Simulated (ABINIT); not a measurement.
## HfO$_{2}$: single-point calculation (part 2 of 2)

Continued. System: HfO$_{2}$ (3 atoms in the cell). Method: Kohn-Sham DFT of a periodic cell, PBE-EpsX, SPMS NC PBE v1.0, no spin polarisation (ABINIT 10.8.3); cutoff 952.4 eV, 6×6×6 k-mesh, fixed occupations. The structure derives from an entry of the Crystallography Open Database.

Geometry of the input (Å; fractional positions):
```
0.0000  2.5575  2.5575
2.5575  0.0000  2.5575
2.5575  2.5575  0.0000
Hf 0.0000  0.0000  0.0000
O  0.7500  0.7500  0.7500
O  0.2500  0.2500  0.2500
```

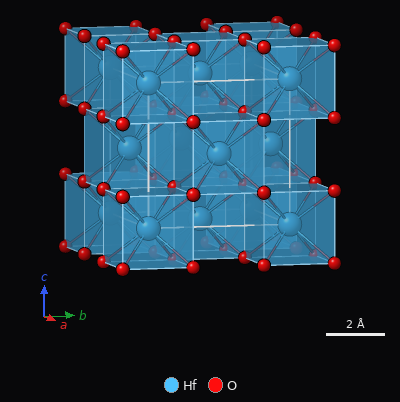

**Figure 1.** The input geometry (polyhedral view of the cell 4 times as large as that of the calculation, set on its symmetry axes, seen slightly off an axis; polyhedra are completed across the faces of the cell). An atom can appear more than once, as a periodic image.

**Log, continued**
```
 Mean square residual over all n,k,spin=   24.320E-12; max=  20.279E-10
   0.0000  0.0000  0.0000    1  1.78642E-11 kpt; spin; max resid(k); each band:
  7.74E-13 1.29E-12 1.29E-12 1.29E-12 8.94E-13 1.90E-13 9.45E-13 9.45E-13
  9.45E-13 1.38E-12 1.38E-12 1.38E-12 8.20E-14 1.79E-11
   0.1667  0.0000  0.0000    1  2.73170E-11 kpt; spin; max resid(k); each band:
  7.97E-13 4.83E-12 1.68E-12 1.68E-12 6.33E-12 2.50E-12 1.10E-12 1.10E-12
  3.35E-12 5.76E-12 1.58E-11 1.58E-11 1.47E-11 2.73E-11
   0.3333  0.0000  0.0000    1  4.28640E-11 kpt; spin; max resid(k); each band:
  8.03E-13 1.07E-11 2.41E-12 2.41E-12 8.72E-12 9.13E-12 2.29E-12 2.29E-12
  5.74E-12 5.33E-12 1.61E-11 1.60E-11 1.73E-11 4.29E-11
   0.5000  0.0000  0.0000    1  1.83883E-11 kpt; spin; max resid(k); each band:
  7.94E-13 1.31E-11 2.68E-12 2.68E-12 4.04E-12 1.57E-11 4.39E-12 4.39E-12
  4.28E-12 5.40E-12 2.82E-12 2.82E-12 5.98E-12 1.84E-11
   0.1667  0.1667  0.0000    1  2.26014E-11 kpt; spin; max resid(k); each band:
  8.38E-13 5.52E-12 2.04E-12 2.04E-12 8.80E-12 2.71E-12 1.50E-12 1.50E-12
  3.30E-12 2.26E-11 2.02E-12 2.02E-12 9.77E-14 2.05E-11
   0.3333  0.1667  0.0000    1  4.04044E-11 kpt; spin; max resid(k); each band:
  8.34E-13 9.74E-12 3.35E-12 2.76E-12 1.10E-11 5.73E-12 5.49E-12 2.60E-12
  1.95E-11 4.93E-12 1.20E-11 6.31E-12 4.04E-11 9.23E-12
   0.5000  0.1667  0.0000    1  4.62752E-11 kpt; spin; max resid(k); each band:
  7.88E-13 1.21E-11 4.97E-12 3.04E-12 6.24E-12 1.35E-11 1.50E-11 6.09E-12
  3.44E-12 4.63E-12 4.62E-12 1.03E-11 4.63E-11 2.72E-11
  -0.3333  0.1667  0.0000    1  7.82422E-11 kpt; spin; max resid(k); each band:
  7.83E-13 1.12E-11 5.18E-12 2.79E-12 9.37E-12 1.08E-11 8.41E-12 4.13E-12
  4.48E-12 2.22E-11 5.46E-12 4.38E-12 1.34E-11 7.82E-11
  -0.1667  0.1667  0.0000    1  7.16364E-11 kpt; spin; max resid(k); each band:
  8.06E-13 7.95E-12 3.41E-12 2.10E-12 1.00E-11 4.93E-12 3.00E-12 8.96E-13
  5.04E-12 9.45E-12 3.21E-11 3.25E-12 8.44E-12 7.16E-11
   0.3333  0.3333  0.0000    1  2.33523E-11 kpt; spin; max resid(k); each band:
  8.93E-13 1.23E-11 3.44E-12 3.44E-12 1.38E-11 3.77E-12 2.30E-11 3.46E-12
  3.46E-12 4.43E-12 4.64E-12 4.64E-12 2.34E-11 6.28E-12
   0.5000  0.3333  0.0000    1  1.52845E-10 kpt; spin; max resid(k); each band:
  8.54E-13 1.32E-11 5.52E-12 3.74E-12 5.12E-12 1.25E-11 1.92E-11 6.26E-12
  7.53E-12 3.13E-12 5.08E-12 5.31E-12 4.12E-11 1.53E-10
  -0.3333  0.3333  0.0000    1  6.76309E-10 kpt; spin; max resid(k); each band:
  7.69E-13 1.04E-11 8.94E-12 3.47E-12 9.98E-12 1.06E-11 1.60E-11 5.71E-12
  2.09E-11 6.00E-13 3.68E-12 4.56E-12 2.55E-11 6.76E-10
   0.5000  0.5000  0.0000    1  2.02793E-09 kpt; spin; max resid(k); each band:
  9.11E-13 1.49E-11 4.04E-12 4.04E-12 4.96E-13 1.59E-11 1.74E-11 4.31E-12
  4.31E-12 7.00E-13 7.00E-13 1.76E-12 2.08E-11 2.03E-09
   0.5000  0.3333  0.1667    1  3.36674E-11 kpt; spin; max resid(k); each band:
  8.14E-13 1.12E-11 5.92E-12 3.37E-12 1.27E-11 6.50E-12 2.04E-11 6.23E-12
  2.55E-12 1.41E-11 5.02E-12 4.29E-12 2.84E-11 3.37E-11
  -0.3333  0.3333  0.1667    1  7.08104E-11 kpt; spin; max resid(k); each band:
  7.81E-13 1.08E-11 8.24E-12 3.72E-12 7.99E-12 1.17E-11 6.56E-12 2.47E-11
  3.93E-12 6.63E-12 4.75E-12 5.04E-12 3.59E-11 7.08E-11
  -0.3333  0.5000  0.1667    1  5.72042E-10 kpt; spin; max resid(k); each band:
  8.28E-13 1.25E-11 7.05E-12 4.28E-12 4.71E-12 1.18E-11 1.77E-11 1.97E-11
  3.72E-12 2.31E-12 7.23E-13 1.38E-13 5.08E-11 5.72E-10
 reduced coordinates (array xred) for    3 atoms
       0.000000000000      0.000000000000      0.000000000000
       0.750000000000      0.750000000000      0.750000000000
       0.250000000000      0.250000000000      0.250000000000

 cartesian coordinates (angstrom) at end:
    1      0.00000000000000     0.00000000000000     0.00000000000000
    2      3.83624999737331     3.83624999737331     3.83624999737331
    3      1.27874999912444     1.27874999912444     1.27874999912444
 length scales=  1.000000000000  1.000000000000  1.000000000000 bohr
              =  0.529177210544  0.529177210544  0.529177210544 angstroms
 Fermi (or HOMO) energy (hartree) =   0.15913   Average Vxc (hartree)=  -0.36930
 Eigenvalues (hartree) for nkpt=  16  k points:
 kpt#   1, nband= 14, wtk=  0.00463, kpt=  0.0000  0.0000  0.0000 (reduced coord)
  -2.18145   -0.97247   -0.97247   -0.97247   -0.57577   -0.46387   -0.04506   -0.04506
  -0.04506    0.13377    0.13377    0.13377    0.36885    0.36885
 kpt#   2, nband= 14, wtk=  0.03704, kpt=  0.1667  0.0000  0.0000 (reduced coord)
  -2.18130   -0.97691   -0.97294   -0.97294   -0.56263   -0.47412   -0.03535   -0.03535
  -0.01903    0.10537    0.11773    0.11773    0.38463    0.38463
 kpt#   3, nband= 14, wtk=  0.03704, kpt=  0.3333  0.0000  0.0000 (reduced coord)
  -2.18106   -0.98528   -0.97391   -0.97391   -0.53828   -0.48862   -0.01489   -0.01489
   0.03042    0.05917    0.09405    0.09405    0.39832    0.39832
 kpt#   4, nband= 14, wtk=  0.01852, kpt=  0.5000  0.0000  0.0000 (reduced coord)
  -2.18097   -0.98924   -0.97440   -0.97440   -0.53037   -0.48961   -0.00486   -0.00486
   0.03820    0.05305    0.08648    0.08648    0.39539    0.39539
 kpt#   5, nband= 14, wtk=  0.02778, kpt=  0.1667  0.1667  0.0000 (reduced coord)
  -2.18125   -0.97726   -0.97366   -0.97366   -0.55777   -0.47770   -0.03399   -0.03399
  -0.00371    0.05882    0.13454    0.13454    0.38190    0.38808
 kpt#   6, nband= 14, wtk=  0.11111, kpt=  0.3333  0.1667  0.0000 (reduced coord)
  -2.18103   -0.98333   -0.97517   -0.97475   -0.53525   -0.49153   -0.01906   -0.01720
   0.01398    0.04673    0.11500    0.11946    0.39668    0.39755
 kpt#   7, nband= 14, wtk=  0.11111, kpt=  0.5000  0.1667  0.0000 (reduced coord)
  -2.18090   -0.98763   -0.97718   -0.97513   -0.52225   -0.49466   -0.02242    0.00199
   0.00822    0.08649    0.08948    0.10082    0.39446    0.40464
 kpt#   8, nband= 14, wtk=  0.11111, kpt= -0.3333  0.1667  0.0000 (reduced coord)
  -2.18093   -0.98626   -0.97763   -0.97441   -0.52474   -0.49483   -0.02575    0.00944
   0.01967    0.06303    0.07235    0.12067    0.38700    0.41339
 kpt#   9, nband= 14, wtk=  0.05556, kpt= -0.1667  0.1667  0.0000 (reduced coord)
  -2.18112   -0.98107   -0.97543   -0.97331   -0.54470   -0.48598   -0.03153   -0.01555
   0.02149    0.05916    0.08148    0.13504    0.38627    0.40615
 kpt#  10, nband= 14, wtk=  0.02778, kpt=  0.3333  0.3333  0.0000 (reduced coord)
  -2.18091   -0.98614   -0.97609   -0.97609   -0.51837   -0.50137   -0.04439   -0.00309
  -0.00309    0.09316    0.12090    0.12090    0.37902    0.41259
 kpt#  11, nband= 14, wtk=  0.11111, kpt=  0.5000  0.3333  0.0000 (reduced coord)
  -2.18080   -0.98797   -0.97880   -0.97659   -0.50888   -0.50194   -0.06612    0.00798
   0.01612    0.09580    0.10574    0.13588    0.37849    0.42320
 kpt#  12, nband= 14, wtk=  0.05556, kpt= -0.3333  0.3333  0.0000 (reduced coord)
  -2.18080   -0.98440   -0.98332   -0.97575   -0.51053   -0.50002   -0.04849   -0.00228
   0.03379    0.05556    0.10865    0.13370    0.38469    0.42539
 kpt#  13, nband= 14, wtk=  0.01389, kpt=  0.5000  0.5000  0.0000 (reduced coord)
  -2.18078   -0.99024   -0.97732   -0.97732   -0.51172   -0.49599   -0.08801    0.02347
   0.02347    0.09916    0.09916    0.15913    0.36149    0.43122
 kpt#  14, nband= 14, wtk=  0.11111, kpt=  0.5000  0.3333  0.1667 (reduced coord)
  -2.18087   -0.98559   -0.97891   -0.97557   -0.51592   -0.50083   -0.03125   -0.01453
   0.01611    0.08193    0.09773    0.12351    0.39065    0.41167
 kpt#  15, nband= 14, wtk=  0.11111, kpt= -0.3333  0.3333  0.1667 (reduced coord)
  -2.18080   -0.98560   -0.98158   -0.97629   -0.51042   -0.50015   -0.03097   -0.03047
   0.03841    0.06547    0.10983    0.12852    0.39559    0.41467
 kpt#  16, nband= 14, wtk=  0.05556, kpt= -0.3333  0.5000  0.1667 (reduced coord)
  -2.18076   -0.98708   -0.98063   -0.97740   -0.50756   -0.49972   -0.06583   -0.01048
   0.04077    0.07853    0.10283    0.15257    0.38754    0.42448
 Fermi (or HOMO) energy (eV) =   4.33028   Average Vxc (eV)= -10.04905
 Eigenvalues (   eV  ) for nkpt=  16  k points:
 kpt#   1, nband= 14, wtk=  0.00463, kpt=  0.0000  0.0000  0.0000 (reduced coord)
 -59.36030  -26.46222  -26.46222  -26.46222  -15.66761  -12.62249   -1.22626   -1.22626
  -1.22626    3.64003    3.64003    3.64003   10.03702   10.03702
 kpt#   2, nband= 14, wtk=  0.03704, kpt=  0.1667  0.0000  0.0000 (reduced coord)
 -59.35622  -26.58299  -26.47509  -26.47509  -15.30986  -12.90149   -0.96180   -0.96180
  -0.51782    2.86732    3.20347    3.20347   10.46641   10.46641
 kpt#   3, nband= 14, wtk=  0.03704, kpt=  0.3333  0.0000  0.0000 (reduced coord)
 -59.34966  -26.81079  -26.50137  -26.50137  -14.64730  -13.29607   -0.40513   -0.40513
   0.82765    1.60997    2.55931    2.55931   10.83879   10.83879
 kpt#   4, nband= 14, wtk=  0.01852, kpt=  0.5000  0.0000  0.0000 (reduced coord)
 -59.34719  -26.91872  -26.51476  -26.51476  -14.43202  -13.32294   -0.13218   -0.13218
   1.03937    1.44357    2.35327    2.35327   10.75908   10.75908
 kpt#   5, nband= 14, wtk=  0.02778, kpt=  0.1667  0.1667  0.0000 (reduced coord)
 -59.35478  -26.59265  -26.49476  -26.49476  -15.17776  -12.99899   -0.92486   -0.92486
  -0.10102    1.60061    3.66111    3.66111   10.39212   10.56016
 kpt#   6, nband= 14, wtk=  0.11111, kpt=  0.3333  0.1667  0.0000 (reduced coord)
 -59.34898  -26.75766  -26.53560  -26.52427  -14.56477  -13.37514   -0.51853   -0.46809
   0.38046    1.27155    3.12943    3.25066   10.79431   10.81781
 kpt#   7, nband= 14, wtk=  0.11111, kpt=  0.5000  0.1667  0.0000 (reduced coord)
 -59.34526  -26.87489  -26.59050  -26.53456  -14.21121  -13.46037   -0.60996    0.05424
   0.22368    2.35354    2.43477    2.74345   10.73382   11.01080
 kpt#   8, nband= 14, wtk=  0.11111, kpt= -0.3333  0.1667  0.0000 (reduced coord)
 -59.34613  -26.83737  -26.60267  -26.51507  -14.27903  -13.46487   -0.70061    0.25684
   0.53514    1.71505    1.96881    3.28364   10.53074   11.24904
 kpt#   9, nband= 14, wtk=  0.05556, kpt= -0.1667  0.1667  0.0000 (reduced coord)
 -59.35129  -26.69615  -26.54274  -26.48511  -14.82192  -13.22414   -0.85786   -0.42325
   0.58475    1.60985    2.21726    3.67468   10.51097   11.05180
 kpt#  10, nband= 14, wtk=  0.02778, kpt=  0.3333  0.3333  0.0000 (reduced coord)
 -59.34558  -26.83433  -26.56075  -26.56075  -14.10554  -13.64285   -1.20787   -0.08417
  -0.08417    2.53505    3.28975    3.28975   10.31355   11.22724
 kpt#  11, nband= 14, wtk=  0.11111, kpt=  0.5000  0.3333  0.0000 (reduced coord)
 -59.34265  -26.88410  -26.63446  -26.57429  -13.84723  -13.65844   -1.79929    0.21707
   0.43864    2.60673    2.87743    3.69751   10.29933   11.51586
 kpt#  12, nband= 14, wtk=  0.05556, kpt= -0.3333  0.3333  0.0000 (reduced coord)
 -59.34252  -26.78677  -26.75753  -26.55151  -13.89220  -13.60629   -1.31940   -0.06198
   0.91954    1.51176    2.95640    3.63813   10.46807   11.57548
 kpt#  13, nband= 14, wtk=  0.01389, kpt=  0.5000  0.5000  0.0000 (reduced coord)
 -59.34199  -26.94587  -26.59422  -26.59422  -13.92470  -13.49664   -2.39499    0.63869
   0.63869    2.69839    2.69839    4.33028    9.83666   11.73416
 kpt#  14, nband= 14, wtk=  0.11111, kpt=  0.5000  0.3333  0.1667 (reduced coord)
 -59.34459  -26.81936  -26.63745  -26.54664  -14.03889  -13.62817   -0.85023   -0.39537
   0.43846    2.22932    2.65940    3.36096   10.63026   11.20224
 kpt#  15, nband= 14, wtk=  0.11111, kpt= -0.3333  0.3333  0.1667 (reduced coord)
 -59.34252  -26.81943  -26.71028  -26.56612  -13.88915  -13.60968   -0.84284   -0.82926
   1.04520    1.78164    2.98876    3.49726   10.76466   11.28379
 kpt#  16, nband= 14, wtk=  0.05556, kpt= -0.3333  0.5000  0.1667 (reduced coord)
 -59.34145  -26.85981  -26.68429  -26.59633  -13.81149  -13.59812   -1.79137   -0.28516
   1.10947    2.13702    2.79816    4.15156   10.54546   11.55068
 Total charge density [el/Bohr^3]
)     Maximum=    9.3067E-01  at reduced coord.    0.7250    0.8000    0.8000
)Next maximum=    9.3067E-01  at reduced coord.    0.6750    0.8000    0.8000
)     Minimum=    2.8670E-03  at reduced coord.    0.5000    0.5000    0.5000
)Next minimum=    2.9076E-03  at reduced coord.    0.5000    0.5000    0.4750
   Integrated=    2.4000E+01

--- !EnergyTerms
iteration_state     : {dtset: 1, }
comment             : Components of total free energy in Hartree
kinetic             :  3.65727602149094E+01
hartree             :  1.45269932802985E+01
xc                  : -1.99464646099060E+01
Ewald energy        : -6.72333631159552E+01
psp_core            :  5.69386400469522E+00
local_psp           : -4.54498298720189E+01
non_local_psp+x     : -1.39321741294096E+01
total_energy        : -8.97682142273865E+01
...

--- !EnergyTermsDC
iteration_state     : {dtset: 1, }
comment             : '"Double-counting" decomposition of free energy'
band_energy         : -1.17328137893204E+01
Ewald energy        : -6.72333631159552E+01
psp_core            :  5.69386400469522E+00
xc_dc               : -1.64957835335892E+01
total_energy_dc     : -8.97680964341696E+01
...

== END DATASET(S) ==============================================================
================================================================================

 -outvars: echo values of variables after computation  --------
            acell      1.0000000000E+00  1.0000000000E+00  1.0000000000E+00 Bohr
           etotal     -8.9768214227E+01
            fcart      9.9999999999E+99  9.9999999999E+99  9.9999999999E+99
                       9.9999999999E+99  9.9999999999E+99  9.9999999999E+99
                       9.9999999999E+99  9.9999999999E+99  9.9999999999E+99
            rprim      0.0000000000E+00  4.8329745637E+00  4.8329745637E+00
                       4.8329745637E+00  0.0000000000E+00  4.8329745637E+00
                       4.8329745637E+00  4.8329745637E+00  0.0000000000E+00
           strten      9.9999999999E+99  9.9999999999E+99  9.9999999999E+99
                       9.9999999999E+99  9.9999999999E+99  9.9999999999E+99
           xangst      0.0000000000E+00  0.0000000000E+00  0.0000000000E+00
                       3.8362499974E+00  3.8362499974E+00  3.8362499974E+00
                       1.2787499991E+00  1.2787499991E+00  1.2787499991E+00
             xred      0.0000000000E+00  0.0000000000E+00  0.0000000000E+00
                       7.5000000000E-01  7.5000000000E-01  7.5000000000E-01
                       2.5000000000E-01  2.5000000000E-01  2.5000000000E-01
 Calculation completed.
```

**Summary**

| quantity | value |
| --- | --- |
| outcome | converged |
| space group (tolerance 0.01 Å) | Fm-3m (225) |
| electrons treated | 24 |
| free energy | −2442.7175 eV |
| Fermi energy | 4.330 eV |
| gap on the k-point mesh | 5.51 eV |
| hardware | 4 threads of Arm Neoverse V1, 24 GiB of memory available, shared host |
| wall time | 14 min (CPU time 56 min) |
| peak memory | 0.4 GiB |

Points of doubt noted for this run: coarse exchange mesh; cutoff too low for stress. Spin–orbit coupling is left out, which matters for Hf.
